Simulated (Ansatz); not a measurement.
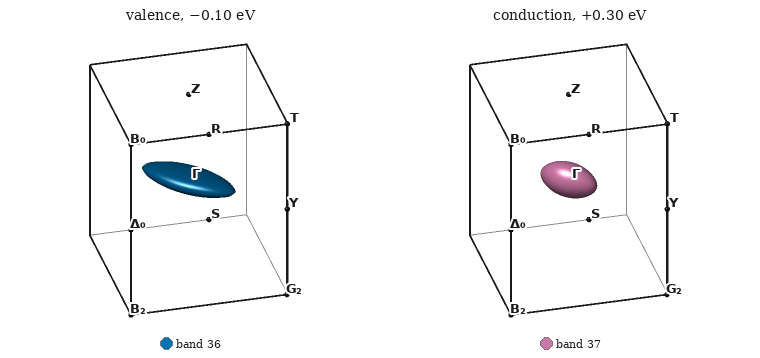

CuI (space group Cmcm, No. 63): constant-energy surfaces at both band edges (energies from each edge).

These are results of DFT LDA, scalar-relativistic, plane waves, PAW; levels and slopes on a dense k mesh at the converged density in Ansatz 0.2.0, not measurements. No spin polarisation. Mesh 18×18×22, interpolated with the band slopes. The geometry was not relaxed (residual pressure −3 GPa, largest force 0.4 eV/Å). The cell comes from a database of computed structures, not from a measurement.

Masses come from a second pass at points close to the extrema; at the energies drawn a band may no longer be parabolic.

Question: Is the gap direct or indirect, and how large does the calculation make it?

Answer: The gap is direct, 0.86 eV at this level of theory, which underestimates gaps and can reorder valleys that lie close.

Question: Give the valleys and their effective masses.

Answer: Valence band (extrema up to 0.10 eV from the edge): one maximum at Γ, principal masses 0.16, 0.89 and 4.55 mₑ. Band 36 forms the valence edge.
Conduction band (extrema up to 0.30 eV from the edge): one minimum at Γ, principal masses 0.17, 0.18 and 0.57 mₑ. Band 37 forms the conduction edge.

Spin-orbit coupling, left out here, can change the gap, its kind, the place of the band edges and the masses, since the compound holds I.
